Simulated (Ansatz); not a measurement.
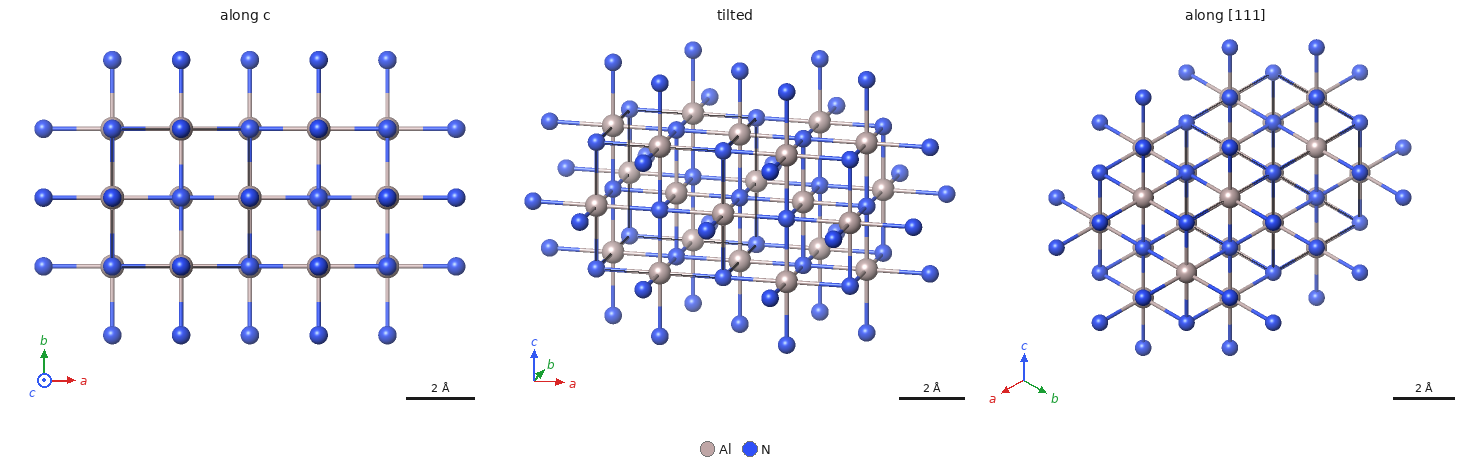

Drawn in the ball-and-stick manner and seen along the c axis, slightly off an axis and along [111]. The picture spans 2×1×1 cells, one conventional unit cell being drawn with solid lines. Some neighbours outside the box are added. Cell: a = 4.069 Å, b = 4.069 Å, c = 4.069 Å, α = 90.00°, β = 90.00°, γ = 90.00°.

Its composition is AlN. Space group: Fm-3m (No. 225). Lattice: face-centred cubic. The prototype is rock salt (NaCl type). The cell holds 8 atoms (4 Al, 4 N), Z = 4. About every Al there are six N in an octahedral arrangement at about 2.0 Å. N bonds to six Al in an octahedral arrangement at about 2.0 Å. The bonds build a three-dimensional framework.

Starting structure: a structure listed in the Materials Project. Earlier steps of the study may have refined or changed the cell and positions. It was set up as input for a calculation with Ansatz.
